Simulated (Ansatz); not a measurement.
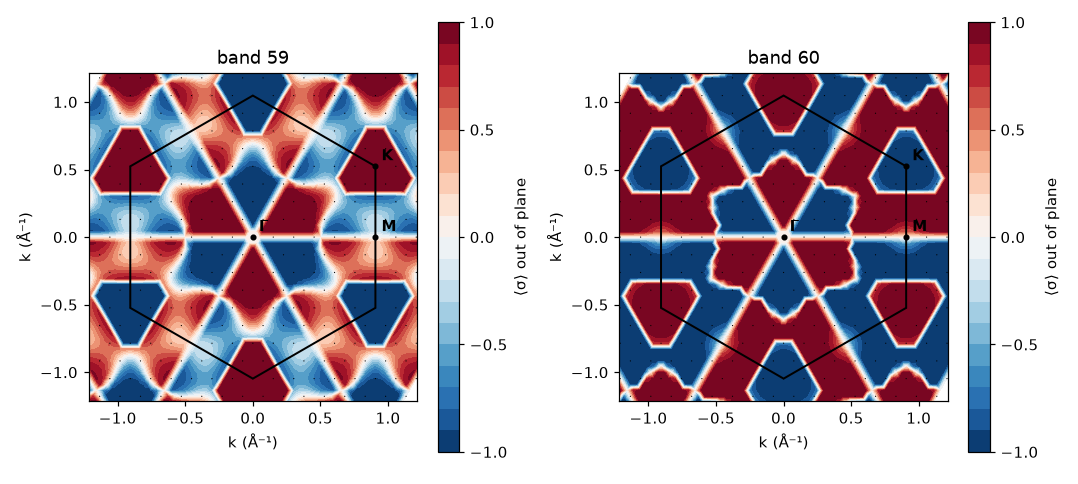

Spin texture of one free-standing InSe layer cut from the bulk crystal (space group of the slab cell P-6m2) in the plane k₃ = 0, seen along b₁ × b₂: arrows give the in-plane part of ⟨σ⟩, colours the part out of the plane.

Level of theory: DFT PBE, spin-orbit coupling, plane waves, PAW; levels and slopes on a k mesh at the converged density in Ansatz. Non-magnetic. Mesh 36×36×1, interpolated with the band slopes. The geometry was not relaxed.

Question: Describe the spin texture.

Answer: Band 59 (conduction band): the spin expectation value has a mean length of 0.7, almost wholly out of the plane; its out-of-plane part is +1.0 at the labelled K point and −1.0 at the opposite point. Band 60 (conduction band): the spin expectation value has a mean length of 0.9, almost wholly out of the plane; its out-of-plane part is −1.0 at the labelled K point and +1.0 at the opposite point.

Question: Why are these bands spin-split?

Answer: The structure has no inversion centre, so spin-orbit coupling splits the pair at general k (symmetry can keep it degenerate on some lines and at time-reversal-invariant points), and the spin at −k is opposite to that at k. Bands 59 and 60 lie up to 0.12 eV apart in this plane.
